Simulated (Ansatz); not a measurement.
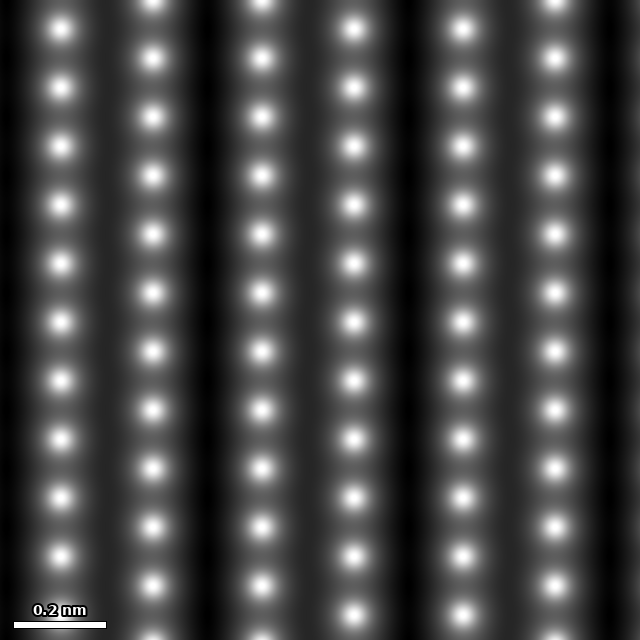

Map of the projected electrostatic potential of a crystal. Computed as the sum of neutral-atom potentials (tabulated electron scattering factors, B = 0.5 Å²) projected along the beam and smoothed by 0.25 Å; brighter is more positive. The display is stretched by a gamma of 0.7; percentages refer to the linear signal.

What two-dimensional lattice does the image show, and how large is its cell?

The pattern repeats on a centred rectangular net of 1.3 × 8.8 Å.

Which plane group does this projection have?

c2mm: perpendicular mirror lines on a centred net, with further twofold points between them.

How many columns does the smallest repeating cell hold, and how many levels of brightness?

2 columns in the primitive cell of 5.6 Å², all of one brightness.

The crystal is Al (C2/c, No. 15) seen along [2 0 -1]. Model: the input geometry of an electronic-structure calculation (not necessarily at equilibrium); the starting structure was generated, so it need not be a known form of this composition.
